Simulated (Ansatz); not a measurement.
Single-point calculation, with input and output: SnO2 (part 2 of 2)

Continued. System: SnO2 (slab, 24 atoms in the cell). Method: DFT r2SCAN, scalar-relativistic, plane waves, PAW, no spin polarisation (Ansatz 0.2.0); cutoff 500 eV, 8×4×1 k-mesh, Gaussian smearing of 0.05 eV. The structure derives from an entry of the Crystallography Open Database. It belongs to a series of runs on one base structure; here: functional: r2scan.

Geometry of the input (Å; fractional positions):
```
3.2121  0.0000  0.0000
0.0000  6.7443  0.0000
0.0000  0.0000  27.7296
O  0.0000  0.0000  0.2705
Sn 0.0000  0.5000  0.3176
Sn 0.5000  0.0000  0.3176
O  0.5000  0.3063  0.3176
O  0.5000  0.6937  0.3176
O  0.0000  0.0000  0.3647
O  0.0000  0.5000  0.3921
Sn 0.0000  0.0000  0.4392
Sn 0.5000  0.5000  0.4392
O  0.5000  0.8063  0.4392
O  0.5000  0.1937  0.4392
O  0.0000  0.5000  0.4863
O  0.0000  0.0000  0.5137
Sn 0.0000  0.5000  0.5608
Sn 0.5000  0.0000  0.5608
O  0.5000  0.3063  0.5608
O  0.5000  0.6937  0.5608
O  0.0000  0.0000  0.6079
O  0.0000  0.5000  0.6353
Sn 0.0000  0.0000  0.6824
Sn 0.5000  0.5000  0.6824
O  0.5000  0.8063  0.6824
O  0.5000  0.1937  0.6824
O  0.0000  0.5000  0.7295
```

Output, continued:
```
  k-point 0: bands = ["-22.1102", "-22.1100", "-21.4454", "-21.3555", "-21.3032", "-21.3032", "-21.2917", "-21.2840", "-21.2839", "-21.2567", "-21.2174", "-21.2174", "-21.0781", "-20.8111", "-20.4944", "-20.4801", "-20.4278", "-20.4270", "-20.3951", "-20.3786", "-20.2913", "-20.2893", "-20.2795", "-20.2674", "-20.2591", "-20.2513", "-20.1744", "-20.1731", "-20.0973", "-20.0959", "-20.0361", "-20.0359", "-19.6556", "-19.6453", "-19.4788", "-19.4788", "-19.4760", "-19.4759", "-19.3819", "-19.3819", "-19.3444", "-19.1549", "-18.7276", "-18.4818", "-18.4817", "-17.9640", "-17.8298", "-17.7746", "-17.7251", "-17.6844", "-17.6122", "-17.2525", "-16.4175", "-15.9568", "-15.3767", "-15.3752", "-7.6545", "-7.1502", "-6.3843", "-5.6436", "-5.1031", "-4.7415", "-4.1315", "-3.8772", "-3.8714", "-3.7727", "-3.7509", "-3.6798", "-3.6776", "-3.6258", "-3.3362", "-3.1955", "-2.9593", "-2.8210", "-2.6052", "-2.5272", "-2.3549", "-2.2248", "-2.0424", "-1.7818", "-1.7075", "-1.7075", "-1.6887", "-1.6236", "-1.6140", "-1.5215", "-1.3512", "-1.3289", "-1.2555", "-1.0982", "-1.0831", "-1.0145", "-0.9755", "-0.6951", "-0.6376", "-0.5804", "-0.3823", "0.0040", "0.0519", "0.2716", "0.7201", "0.7204", "0.9842", "0.9929", "1.7056", "1.8967", "3.1423", "4.5671", "5.6742", "5.8168", "6.2452", "6.5634", "7.0314", "7.0976", "7.1314", "7.3135", "7.5110", "7.7362", "7.7726", "8.2160", "8.3107", "8.3981", "8.5770", "9.0517", "9.7153", "10.5004", "10.8042", "10.8233"]
  k-point 1: bands = ["-22.0877", "-22.0875", "-21.3996", "-21.3413", "-21.3027", "-21.3027", "-21.2839", "-21.2839", "-21.2804", "-21.2174", "-21.2174", "-21.2030", "-21.0995", "-20.8529", "-20.5046", "-20.4992", "-20.4277", "-20.4271", "-20.4256", "-20.4228", "-20.2813", "-20.2808", "-20.2796", "-20.2701", "-20.2651", "-20.2591", "-20.1846", "-20.1834", "-20.0986", "-20.0975", "-20.0361", "-20.0359", "-19.6298", "-19.6258", "-19.4788", "-19.4788", "-19.4766", "-19.4765", "-19.3827", "-19.3827", "-19.3110", "-19.1725", "-18.8057", "-18.6313", "-18.5463", "-18.3524", "-18.0008", "-17.9716", "-17.5810", "-17.3708", "-17.1168", "-16.9901", "-16.4759", "-16.0478", "-15.3494", "-15.3485", "-7.4734", "-7.0429", "-6.3608", "-5.8408", "-5.5692", "-5.3314", "-4.6718", "-4.3084", "-3.6596", "-3.6370", "-3.6014", "-3.5945", "-3.2431", "-3.2371", "-3.1610", "-2.9753", "-2.8585", "-2.7600", "-2.6306", "-2.3982", "-2.3844", "-2.3476", "-2.0481", "-1.9740", "-1.9125", "-1.8417", "-1.6615", "-1.5518", "-1.4821", "-1.4325", "-1.4205", "-1.3076", "-1.2204", "-1.1053", "-1.0997", "-1.0892", "-0.9663", "-0.9336", "-0.5706", "-0.5483", "-0.4385", "-0.1373", "0.3211", "0.3779", "0.7285", "0.7287", "0.8819", "0.8950", "2.0629", "2.1461", "3.5009", "4.7676", "5.3431", "5.6531", "6.0769", "6.3341", "7.0259", "7.0969", "7.1836", "7.3419", "7.6377", "7.7208", "7.9115", "8.1289", "8.3987", "8.4313", "8.6954", "9.1605", "9.8105", "10.0118", "10.2256", "10.6225"]
  k-point 2: bands = ["-22.0642", "-22.0642", "-21.3442", "-21.3442", "-21.3023", "-21.3023", "-21.2839", "-21.2839", "-21.2174", "-21.2174", "-21.2147", "-21.2146", "-20.9988", "-20.9988", "-20.5265", "-20.5264", "-20.4572", "-20.4572", "-20.4274", "-20.4274", "-20.2810", "-20.2810", "-20.2678", "-20.2678", "-20.2609", "-20.2609", "-20.1970", "-20.1970", "-20.0996", "-20.0996", "-20.0360", "-20.0360", "-19.6010", "-19.6009", "-19.4788", "-19.4788", "-19.4774", "-19.4774", "-19.3835", "-19.3835", "-19.2155", "-19.2155", "-18.8796", "-18.8796", "-18.5650", "-18.5650", "-18.0029", "-18.0029", "-17.4122", "-17.4122", "-16.7336", "-16.7336", "-16.3659", "-16.3659", "-15.3208", "-15.3207", "-6.9947", "-6.9947", "-6.4495", "-6.4495", "-5.6667", "-5.6667", "-4.7976", "-4.7975", "-3.5831", "-3.5831", "-3.5206", "-3.5206", "-3.0351", "-3.0351", "-2.9488", "-2.9488", "-2.6476", "-2.6476", "-2.4946", "-2.4946", "-2.2163", "-2.2163", "-2.1891", "-2.1891", "-1.9477", "-1.9477", "-1.7598", "-1.7598", "-1.5313", "-1.5313", "-1.3345", "-1.3344", "-1.1891", "-1.1891", "-1.1001", "-1.1001", "-0.9133", "-0.9133", "-0.4943", "-0.4943", "-0.3443", "-0.3443", "0.4846", "0.4847", "0.7369", "0.7370", "0.7798", "0.7799", "2.4008", "2.4008", "4.4115", "4.4115", "5.2517", "5.2517", "5.9572", "5.9573", "7.1608", "7.1608", "7.2321", "7.2321", "7.8772", "7.8772", "7.9430", "7.9430", "8.4847", "8.4847", "9.1481", "9.1482", "9.5141", "9.5142", "10.1621", "10.1621"]
  k-point 14: bands = ["-22.2196", "-22.2196", "-21.6875", "-21.6875", "-21.4063", "-21.4063", "-21.3065", "-21.3064", "-21.2670", "-21.2670", "-21.2515", "-21.2515", "-21.0785", "-21.0785", "-20.6866", "-20.6866", "-20.3967", "-20.3967", "-20.2976", "-20.2976", "-20.2444", "-20.2443", "-20.2048", "-20.2048", "-20.1609", "-20.1609", "-20.1261", "-20.1261", "-20.0813", "-20.0813", "-20.0430", "-20.0430", "-19.9441", "-19.9441", "-19.4773", "-19.4773", "-19.4583", "-19.4583", "-19.2602", "-19.2602", "-18.8433", "-18.8433", "-18.1340", "-18.1340", "-18.0858", "-18.0858", "-17.0631", "-17.0630", "-16.5229", "-16.5229", "-16.2289", "-16.2289", "-15.9539", "-15.9539", "-14.4038", "-14.4037", "-7.4452", "-7.4452", "-6.7717", "-6.7717", "-6.6564", "-6.6564", "-6.0776", "-6.0776", "-5.5355", "-5.5354", "-5.0033", "-5.0033", "-4.9452", "-4.9452", "-4.6889", "-4.6889", "-4.2437", "-4.2437", "-3.7266", "-3.7266", "-3.1648", "-3.1647", "-2.7940", "-2.7940", "-1.8850", "-1.8850", "-1.6939", "-1.6939", "-1.4208", "-1.4208", "-1.1312", "-1.1312", "-1.1161", "-1.1161", "-0.9777", "-0.9777", "-0.8741", "-0.8741", "-0.8509", "-0.8509", "-0.6222", "-0.6222", "-0.4760", "-0.4760", "0.8948", "0.8948", "1.0456", "1.0457", "3.5831", "3.5831", "6.8352", "6.8352", "7.0306", "7.0306", "7.8999", "7.8999", "8.0127", "8.0127", "8.1766", "8.1766", "8.9954", "8.9954", "9.9130", "9.9130", "10.5962", "10.5962", "11.1611", "11.1611", "11.5442", "11.5442", "11.9624", "11.9624"]
```

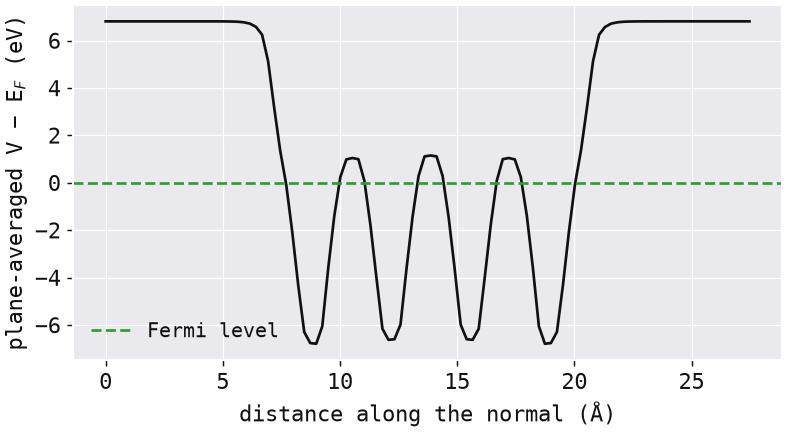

**Figure 1.** Plane average of the electrostatic potential energy of an electron across the cell, from the Fermi level. The vacuum level lies 6.81 eV above the Fermi level.

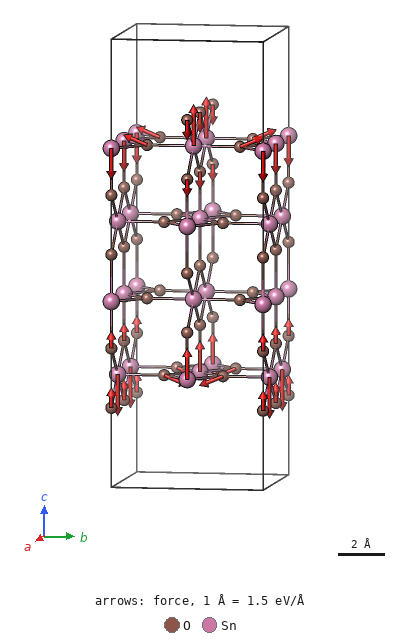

**Figure 2.** Forces on the atoms as red arrows (ball-and-stick view of the 2 × 1 repeat of the cell, with the vacuum cut short, seen slightly off an axis); the smallest are left out. The largest act on Sn3, Sn21 (2.77 eV/Å); Sn2, Sn20 (2.10 eV/Å); O4, O5, O22, O23 (1.75 eV/Å); O1, O24 (1.38 eV/Å), among others. Atoms are counted from 1 in the order of the input and aren't labelled in the picture. The geometry is not a stationary point of this energy.

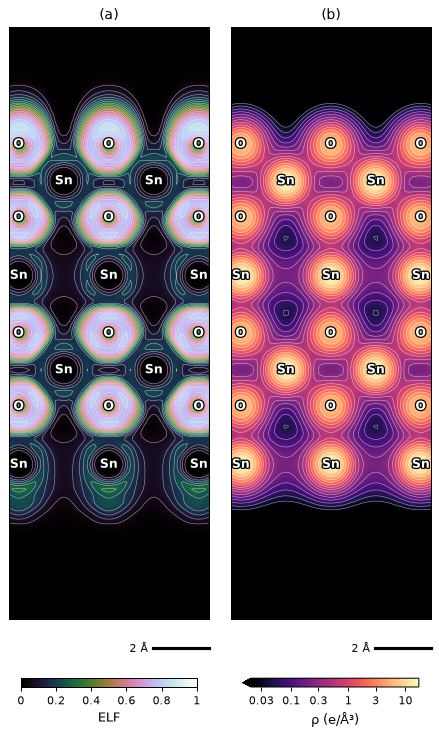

**Figure 3.** (a) electron localisation function; (b) valence electron density on the (010) plane of the calculation cell, a cut from vacuum to vacuum. Sn–O (2.07 Å): ρ is about 0.64 e/Å³ halfway; the ELF is about 0.25 at the midpoint. The density dies away to nearly zero in the vacuum. The fields are those of the smooth PAW valence density.

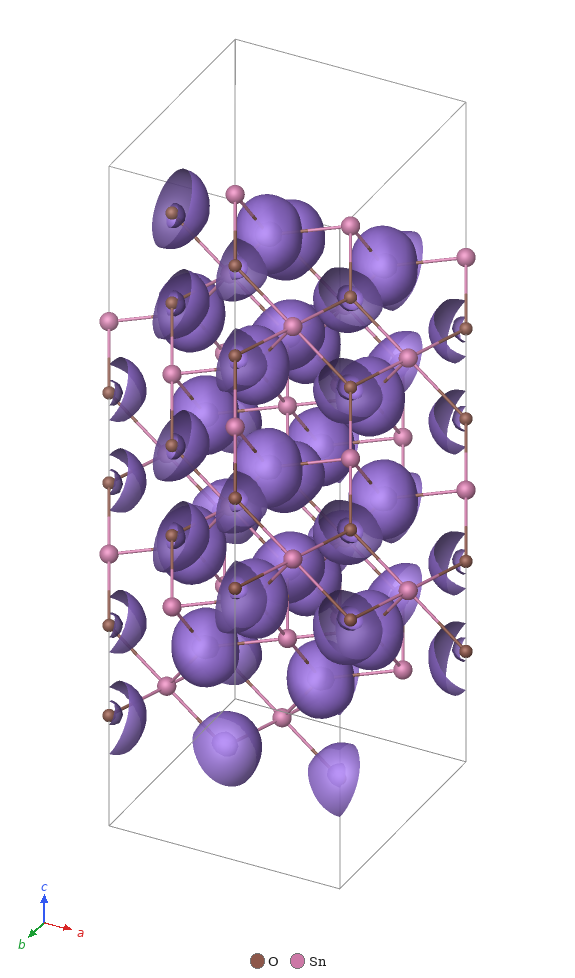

**Figure 4.** Isosurface of the electron localisation function at 0.65 (purple), seen at an oblique angle. Only the valence region is drawn (cores and ρ < 0.01 e/Å³ removed). Sticks mark near contacts. Along the contacts the grid gives the following. Sn–O (2.07 Å): the ELF is about 0.25 at the midpoint.

Key numbers:

| quantity | value |
| --- | --- |
| outcome | converged |
| electrons treated | 208 |
| free energy | −57404.9949 eV |
| work function, top face | 6.81 eV |
| work function, bottom face | 6.81 eV |
| Fermi energy | 1.403 eV |
| gap on the k-point mesh | 0.61 eV |
| work function (upper face) | 6.81 eV |
| largest force (length of the vector) | 2.774 eV/Å |
| wall time | 1.7 min (CPU time 3.4 min) |
| peak memory | 2.6 GiB |

Remarks:

Warnings of the run: the exchange-correlation potential is rough where the density is thin.
